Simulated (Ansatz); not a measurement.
**A series of single points on NiSi**

System: NiSi (P4/mmm, 2 atoms in the cell).
Method: DFT PBE, scalar-relativistic, plane waves, PAW, spin-polarised (Ansatz 0.2.0).

The 5 runs differ only in the geometry, by an even scaling of the cell at fixed fractional positions. The structure was built on a prototype by a generator; it need not be a known phase.

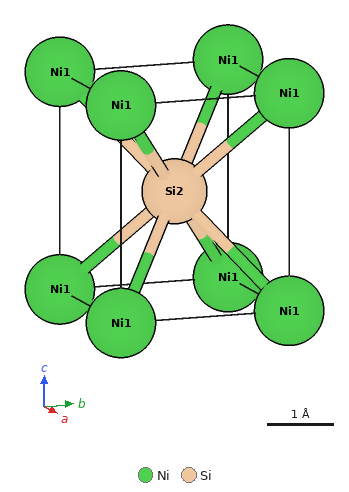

Figure 1. The structure of run 3 (ball-and-stick view of the cell of the calculation, seen slightly off an axis; atoms are numbered from 1 in the order of the input).

**Input of run 3**
```yaml
crystal:
  lattice:
    - [2.7392043006, 0.0, 0.0]
    - [0.0, 2.7392043006, 0.0]
    - [0.0, 0.0, 3.3987942819]
  atoms:
    - { symbol: Ni, position: [0.0, 0.0, 0.0], spin: 2.5 }
    - { symbol: Si, position: [0.5, 0.5, 0.5] }
basis:
  ecutwfc: 420
kpoints:
  mp_grid: { grid: [16, 16, 12] }
hamiltonian:
  xc: pbe
scf:
  occupations: { method: gaussian, width: 0.1 }
  lower_state_search: "off"
output:
  forces: true
  stress: true
  eigenvalues: true
  populations: true
magnetization:
  spin_polarized: true
```

Command:
```bash
ansatz run input.yaml --threads 1 --pin off --max-ram 2560MiB --backend cpu --events-out ev --progress --plain --runs-dir out
```

Lattice vectors (Å) and fractional positions of run 3:
```
   2.739204    0.000000    0.000000
   0.000000    2.739204    0.000000
   0.000000    0.000000    3.398794
Ni  0.000000  0.000000  0.000000
Si  0.500000  0.500000  0.500000
```

Run 4 differs from it as follows:
```diff
-    - [2.7392043006, 0.0, 0.0]
-    - [0.0, 2.7392043006, 0.0]
-    - [0.0, 0.0, 3.3987942819]
+    - [2.8029294456, 0.0, 0.0]
+    - [0.0, 2.8029294456, 0.0]
+    - [0.0, 0.0, 3.4778641995]
```

**Results, with one run withheld**

| run | volume per atom (Å³) | free energy per atom, from the lowest run given (meV) | pressure (GPa) |
| --- | --- | --- | --- |
| 1 | 11.385 | 0.00 | −0.04 |
| 2 | 12.068 | 20.18 | −8.92 |
| 3 | 12.751 | 72.55 | −15.28 |
| 4 | 13.662 | ? | ? |
| 5 | 14.800 | 338.68 | −24.45 |

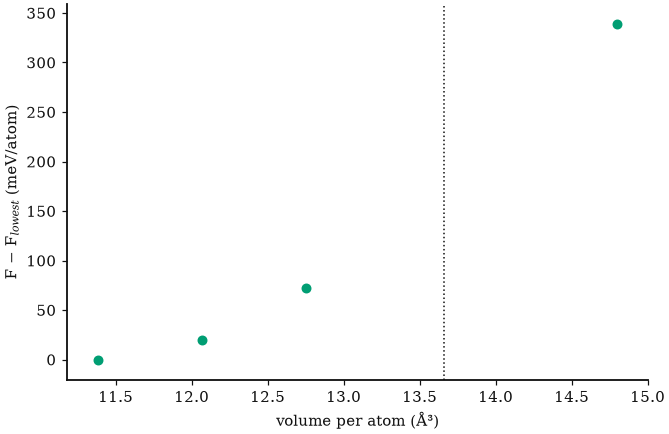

Figure 2. Free energy per atom of the runs given; the dotted line marks run 4.

Fit the runs given and predict run 4.

A quadratic polynomial in V^(−2/3) (the Birch–Murnaghan form), fitted to the 4 runs given, misses them by at most 0.62 meV per atom. With x = V^(−2/3) − 0.18419 Å⁻², it reads F = 62.961 − 9093.2 x + 3.2672e+05 x² (meV per atom). At run 4 it gives 174.41 meV per atom, and the run itself gives 176.43. The slope of the fit gives a pressure −dF/dV of −20.67 GPa there, and the run prints −20.77 GPa. The two needn't agree exactly: the fit is approximate, and the printed stress is taken on a finite basis. The fit has no minimum inside this range. So low a polynomial doesn't follow these energies more closely.

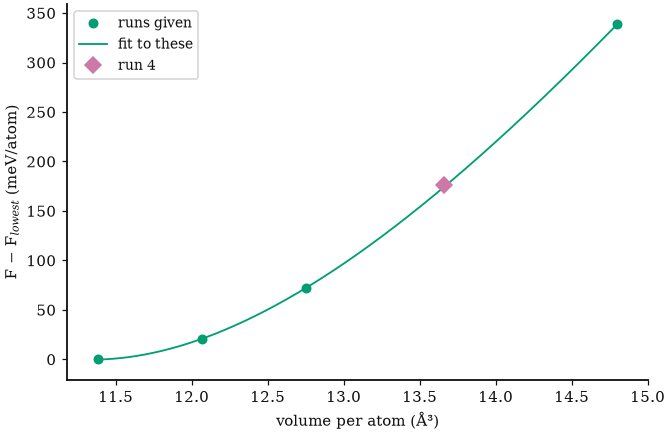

Figure 3. The fit and the withheld run.

**Output, shortened to warnings, some set-up lines, iterations and results (run 4)**
```
WARN: the starting moments were not kept: the SCF closed with an absolute magnetisation of 5.6e-6 μB, where they sum to 2.5 μB in size (1 site). That is at most 0.1 of that sum. Measured as dr2_m measures the in/out step, that magnetisation stands 1.1e-11 eV from none, at or under the dr2_threshold of 1.0e-7 eV: it is no larger than a step whose dr2_m would equal this threshold. The system may …
Basis set: ecut = 420 eV, 543 PW (Γ), exchange–correlation on 40×40×48 points (8 copies of the dense FFT grid, shifted against one another)
Symmetry: 16 space group operations
k-points: 315 of 3072
Initial density: superposition of atomic densities (chi_scale 0.1, normalization cell)
[...]
SCF iter   1: F=—  HF=-6475.427899 eV  |F-HF|=—  |Δ(HF+E_count)|=         —  Δρ=2.33e-1 (↑9.68e-2 ↓2.33e-1)  dr2=4.81e0  dr2_m=6.70e0  M=0.472 μB ∫|m|=0.595 μB  β_m=0.30  …
SCF iter   2: F=—  HF=-6475.434790 eV  |F-HF|=—  |Δ(HF+E_count)|=   6.89e-3  Δρ=1.16e-1 (↑1.16e-1 ↓7.44e-2)  dr2=3.51e-1  dr2_m=2.21e0  M=0.697 μB ∫|m|=0.815 μB  β_m=0.30  …
SCF iter   3: F=—  HF=-6475.473603 eV  |F-HF|=—  |Δ(HF+E_count)|=   3.88e-2  Δρ=9.82e-2 (↑7.48e-2 ↓9.82e-2)  dr2=2.63e-1  dr2_m=1.86e0  M=0.486 μB ∫|m|=0.612 μB  β_m=0.30  …
SCF iter   4: F=—  HF=-6475.538304 eV  |F-HF|=—  |Δ(HF+E_count)|=   6.47e-2  Δρ=6.70e-2 (↑6.70e-2 ↓5.03e-2)  dr2=6.85e-2  dr2_m=8.59e-1  M=0.529 μB ∫|m|=0.633 μB  β_m=0.30  …
SCF iter   5: F=—  HF=-6475.598944 eV  |F-HF|=—  |Δ(HF+E_count)|=   6.06e-2  Δρ=6.23e-2 (↑4.87e-2 ↓6.23e-2)  dr2=4.62e-2  dr2_m=7.70e-1  M=0.381 μB ∫|m|=0.490 μB  β_m=0.30  …
[... 8 lines ...]
SCF iter  14: F=—  HF=-6475.740817 eV  |F-HF|=—  |Δ(HF+E_count)|=   6.97e-6  Δρ=6.07e-5 (↑6.07e-5 ↓3.49e-5)  dr2=1.64e-7  dr2_m=5.43e-7  M=0.001 μB ∫|m|=0.001 μB  β_m=0.84  …
SCF iter  15: F=-6475.740818 eV  HF=-6475.740818 eV  |F-HF|=3.86e-8  |Δ(HF+E_count)|=   9.77e-7  Δρ=1.72e-5 (↑1.72e-5 ↓7.22e-6)  dr2=7.21e-8  dr2_m=2.49e-8  M=0.000 μB …
SCF iter  16: F=-6475.740818 eV  HF=-6475.740818 eV  |F-HF|=2.71e-10  |Δ(HF+E_count)|=   3.01e-8  Δρ=1.75e-6 (↑1.13e-6 ↓1.75e-6)  dr2=2.70e-10  dr2_m=4.23e-10  M=0.000 μB …
SCF iter  17: F=-6475.740818 eV  HF=-6475.740818 eV  |F-HF|=3.07e-10  |Δ(HF+E_count)|=  7.55e-10  Δρ=7.91e-7 (↑6.28e-7 ↓7.91e-7)  dr2=3.25e-10  dr2_m=1.82e-11  M=0.000 μB …
SCF 1 converged in 17 iterations: F = -6475.740818 eV  dr2 = 3.25e-10
SCF converged after 17 iterations
Magnetization: 0.0000 μB (11.0000 up, 11.0000 down)
Absolute magnetization: 0.0000 μB (∫|ρ↑−ρ↓|, with the PAW one-centre terms)
Spin contamination: 0.0000 ħ² per cell (⟨S²⟩ above its minimum at these occupations)
Per-site moments (μB) at R_I (Å): [(9.539036005943397e-7, 1.0876312950344247), (2.1327985821523155e-6, 1.0876312950344247)]
Free energy (F): -6475.740818 eV
Harris-Foulkes:  -6475.740818 eV  (|F-HF|=3.07e-10)
Internal energy: -6475.734532 eV  (E = F + TS)
E sigma→0 (E₀):  -6475.737675 eV
Entropy (-TS):   -0.006286 eV (-3.143 meV/atom)
Fermi energy:    12.837353 eV
--- Per-component energies (eV) ---
  E_band       = -352.109190
  E_kinetic    = 321.621420
  E_local      = -4584.968346  (includes V_loc(G=0)·N_el)
  E_nonlocal   = 664.763568
  E_hartree    = 1968.734896
  E_xc         = -138.734894
  E_vxc        = -154.486384  (∫ρ·V_xc dr)
  E_paw        = -2146.891412  (= ΣΔE_a)
  E_vpaw       = -536.508249  (= ΣTr[D̂ρ^β])
  E_aug_tail   = 0.000556  (compensation charges beyond the density's cutoff)
  E_ewald      = -2560.260322
  E_smearing   = -0.006286  (= −TS)
  E_closure    = 0.000000  (closes the sum)
  Σ components = -6475.740818   (vs F -6475.740818, Δ=0.00e0)
--- Forces (eV/Å), atoms counted from 1 ---
  atom   1  Ni    -0.00000000     0.00000000     0.00000000
  atom   2  Si    -0.00000000     0.00000000     0.00000000
  max |Σ_I F_I| component: 4.19e-31 eV/Å
--- Stress (GPa, compression-positive) ---
      -20.390931       0.000000       0.000000
        0.000000     -20.390931       0.000000
        0.000000       0.000000     -21.533598
  P = ⅓ Tr σ = -20.7718 GPa (-207.718 kbar)
--- Löwdin populations: 2 sites ---
  site symbol       q [e]    m [muB]
     0     Ni     17.5005     0.0000
     1     Si      4.2669     0.0000
  spilling = 0.010573 (of n_electrons = 22.000000)
```

Warnings of the run: some starting moments were not kept.
